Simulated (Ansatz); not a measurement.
Structure data:

```
CELL_PARAMETERS angstrom
4.56737 0.00000 0.00000
-2.28369 3.95546 0.00000
0.00000 0.00000 2.82624
ATOMIC_POSITIONS crystal
Ti 0.00000 0.00000 0.00000
Ti 0.33333 0.66667 0.50000
Ti 0.66667 0.33333 0.50000
```

### Work out the structure from the coordinates.

The element is titanium. Space group: P6/mmm (No. 191). Lattice: primitive hexagonal. The prototype is ω phase (AlB₂-like). The cell holds three atoms. Taking every contact within bonding distance, one finds Ti 2 to 5 (mean 4.0). Not all metal-metal contacts are counted.

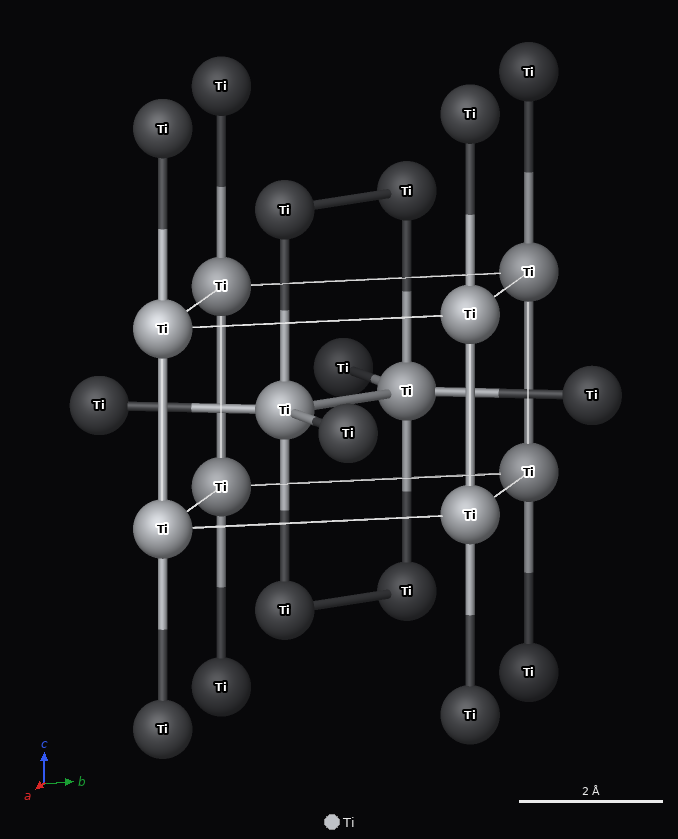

View slightly off an axis, drawn as a ball-and-stick model. The conventional unit cell is drawn as a box. The first bonded neighbours in the surrounding cells are also shown, in fainter colours. Colours: titanium light grey.

The initial geometry was a structure listed in the Materials Project. Earlier steps of the study may have refined or changed the cell and positions. Ansatz was used for an electronic-structure calculation on it.
